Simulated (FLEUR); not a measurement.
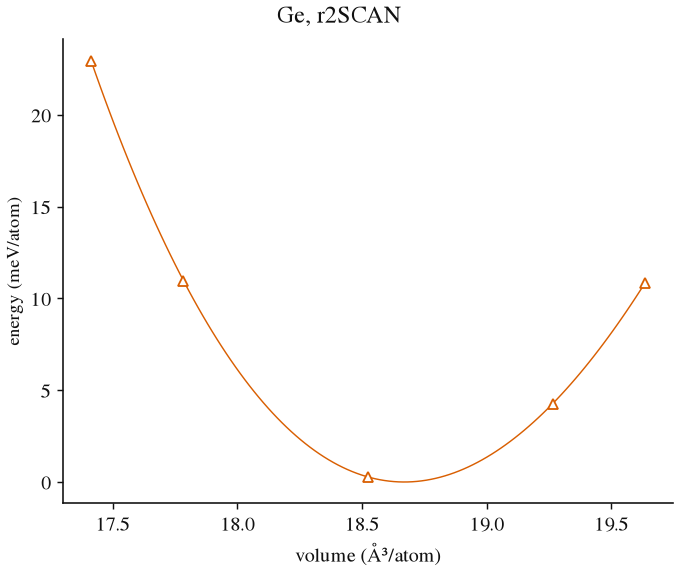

The plot gives the computed energy against volume for Ge, space group I4_1/amd (No. 141).

Cell as given: a = 3.900 Å, b = 3.900 Å, c = 3.900 Å, α = 97.38°, β = 97.38°, γ = 138.01°; 2 atoms.

How it was computed, with FLEUR MaX-R8.1 (later development tree): all-electron LAPW DFT, no spin polarisation; energies at scaled volumes of the given cell, shape and fractions fixed, counted from the fit's minimum, third-order Birch-Murnaghan fit. Level: r2SCAN.

| setting | value |
| --- | --- |
| k mesh | 11×11×11 |
| occupations | Fermi–Dirac |
| smearing width | 0.05 eV |
| potentials | all electron |
| program settings | basis FLAPW, kmax 4.34 1/bohr |

Q: Give the fitted equation-of-state parameters.

A: A third-order Birch–Murnaghan fit gives V0 = 18.67 Å³/atom, B0 = 76.4 GPa and B′ = 4.6.

Limits of the calculation: shape and atomic fractions are frozen while scaling, which makes layered, chain and framework solids too stiff.

The computed values:

```
volume (Å³/atom)  energy (meV/atom)
           17.41              22.96
           17.78              10.96
           18.52               0.29
           19.27               4.26
           19.64              10.86
```
